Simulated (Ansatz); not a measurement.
The calculation's input:

```
crystal:
  lattice:
    - [-1.6606977635, 1.6606977635, 1.6175102401]
    - [1.6606977635, -1.6606977635, 1.6175102401]
    - [3.3213955269, 3.3213955269, 0.0]
  atoms:
    - { symbol: Al, position: [0.0, 0.0, 0.0] }
    - { symbol: Al, position: [0.5, 0.5, 0.5] }
basis:
  ecutwfc: 420
kpoints:
  mp_grid: { grid: [20, 20, 12] }
hamiltonian:
  xc: pbe
scf:
  occupations: { method: gaussian, width: 0.15 }
output:
  forces: true
  stress: true
  eigenvalues: true
  write_density: true
  write_potential: true
  elf: true
  volumetric_format: npy
```

Run with:

```sh
ansatz run input.yaml --threads 1 --pin off --max-ram 2048MiB --backend cpu --events-out ev --progress --plain --runs-dir out
```

Space group I4/mmm; a structure from a database of computed crystals, not necessarily the ambient phase; changed on purpose from its base cell (mode 1 frozen in at +0.000 Å, equal normal strain along x and y +0.0267); computed pressure about −3 GPa in this cell.

The calculation used DFT PBE, scalar-relativistic, plane waves, PAW (Ansatz).

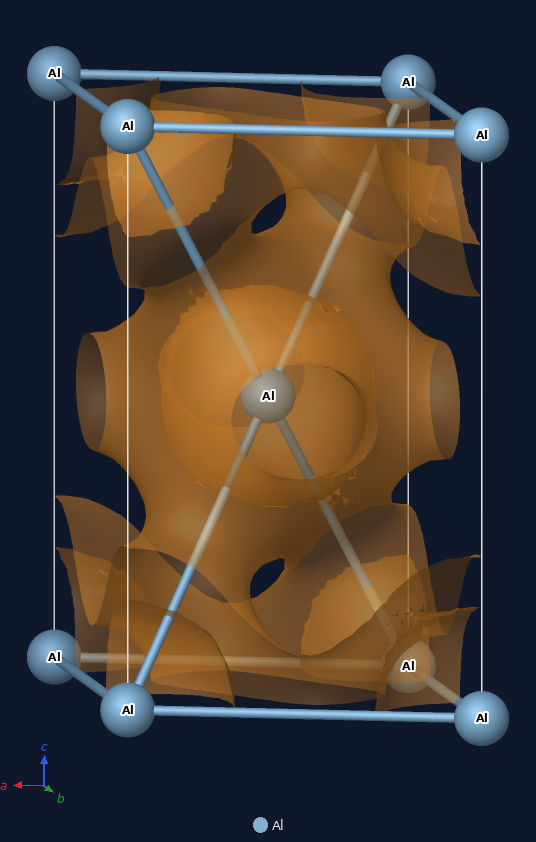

Al. Isosurface of the electron localisation function at 0.55 (orange), seen at an oblique angle. Only the valence region is drawn (cores and ρ < 0.01 e/Å³ removed). Sticks mark near contacts.

Question: Identify the bonds, lone pairs and shells in this picture.

Answer: The surface consists of one network that runs through the whole crystal, counted in one cell of 2 atoms. Regions shared between cells count once. There are no localised bonds or lone pairs at this value. Along the contacts the grid gives the following. Al–Al (2.85 Å): the ELF peaks at about 0.65 between the atoms.
